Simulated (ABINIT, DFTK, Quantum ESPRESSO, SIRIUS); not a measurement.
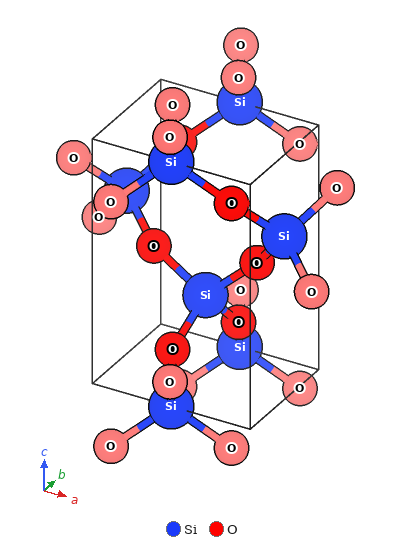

SiO₂, space group P6₂22 (No. 180), a = 5.061 Å, b = 5.061 Å, c = 5.541 Å, α = 90.00°, β = 90.00°, γ = 120.00°. Crystal structure, ball-and-stick style, seen slightly off an axis. The box is the conventional unit cell; atoms on or close to its faces, edges and corners are drawn wherever they repeat. Atoms just outside the outline that bond to atoms inside are added, in fainter colours. The cell is a structure listed in the Materials Project. It needn't be the stable form of this composition.

One fixed geometry in four programs or potential sets. Alike in all runs: functional PBE; k mesh 6 × 6 × 5 on the run's cell of 9 atoms; occupations fermi-dirac, width 0.05 eV; no spin polarisation; no spin-orbit coupling.

| program | gap (eV) | pressure (GPa) |
| --- | --- | --- |
| SIRIUS (PseudoDojo 0.4.1 standard) | ? | ? |
| DFTK (PseudoDojo 0.4.1 standard) | 5.75 | 4.5 |
| Quantum ESPRESSO (SSSP 1.3 efficiency) | 5.72 | 5.4 |
| ABINIT (JTH PAW PBE v2.0) | 5.70 | 3.1 |

Question: What does SIRIUS (PseudoDojo 0.4.1 standard) give?

Answer: A gap of 5.75 eV and a pressure of 4.5 GPa. The other rows span 5.70 to 5.75 eV and 3.1 to 5.4 GPa.

Gaps are the least found on the k-mesh; a mesh with odd divisions misses some points on the zone boundary, so where the band edges lie there the true gap is smaller. Plane-wave pressures hold the error of each finite cutoff. One further run, far from the rest for reasons not traced, is left out.
